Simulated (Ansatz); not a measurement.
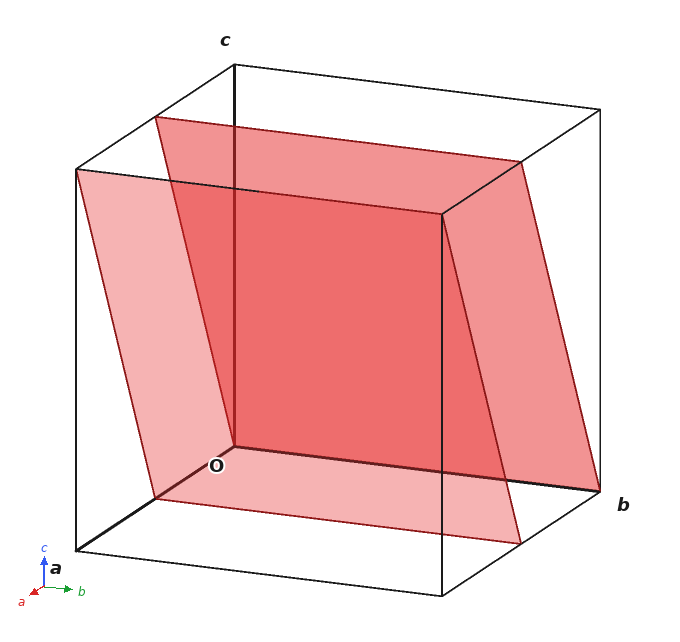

For ZrS, the end point of a relaxation with Ansatz 0.2.0, DFT PBEsol, scalar-relativistic, plane waves, PAW: every member of one family of equally spaced planes, hx + ky + lz = a whole number, that cuts the unit cell is shaded (one member passes through the origin O). All values are computed from the atomic coordinates in the standard setting (tolerance 0.002 Å).

a = 5.166 Å, b = 5.166 Å, c = 5.166 Å, α = 90.00°, β = 90.00°, γ = 90.00°.

### Which (hkl) family is drawn?

(2 0 −1); the opposite sign names the same planes. The member next to the origin meets the axes a at 1/2, b never, c at −1.

### What is the spacing?

d = 2.310 Å.
